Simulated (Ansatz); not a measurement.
System: TiAl₃, space group I4/mmm (No. 139).

Structure:
```
CELL_PARAMETERS angstrom
-1.90777 1.90777 4.27700
1.90777 -1.90777 4.27700
1.90777 1.90777 -4.27700
ATOMIC_POSITIONS crystal
Ti 0.00000 0.00000 0.00000
Al 0.50000 0.50000 0.00000
Al 0.75000 0.25000 0.50000
Al 0.25000 0.75000 0.50000
```

How it was computed, with Ansatz 0.2.0: homogeneous strain of a crystal along one Voigt pattern with engineering shear, fractional coordinates fixed, by plane-wave density functional theory with PAW datasets, free energies less that of the undisturbed cell; scalar-relativistic. Level: PBEsol, no spin polarisation.

| setting | value |
| --- | --- |
| wave cutoff | 420 eV |
| k mesh | 18×18×18 |
| occupations | Gaussian |
| smearing width | 0.15 eV |
| k shift | (0, 0, 0) (mesh steps) |
| start | relaxed |
| strain pattern | (0, 1, 0, 0, 0, 0) (xx yy zz yz xz xy with engineering shear) |

Predict the energy change and tensile stress summed over the strain pattern against strain. The strain takes the values −0.04, −0.03, −0.02, 0.00, 0.01, 0.02, 0.03, 0.04.

The energy rises on both sides of the starting structure, which is therefore a minimum along this path. The energy change is 16.62 meV/atom at strain −0.04 and 14.77 meV/atom at 0.04; the lowest computed point is at strain 0.00 (0.00 meV/atom), and no other minimum shows. The tensile stress summed over the strain pattern rises from −8.7 GPa at strain −0.04 to 7.4 GPa at 0.04, and changes sign near 0.00. The slope of stress against strain at the start, which at zero pressure is the clamped-ion constant C22, is 202 GPa.

```
strain  energy change (meV/atom)  tensile stress summed over the strain pattern (GPa)
 -0.04                     16.62                                                 -8.7
 -0.03                      9.28                                                 -6.4
 -0.02                      4.10                                                 -4.2
  0.00                      0.00                                                  0.0
  0.01                      0.93                                                  1.9
  0.02                      3.75                                                  3.9
  0.03                      8.39                                                  5.7
  0.04                     14.77                                                  7.4
```

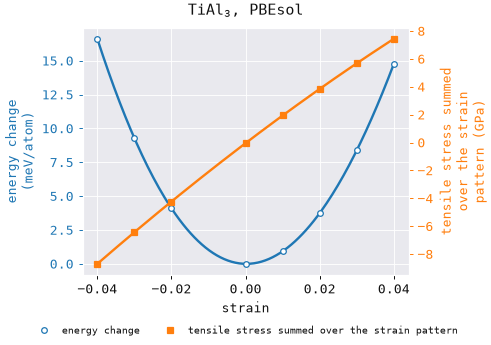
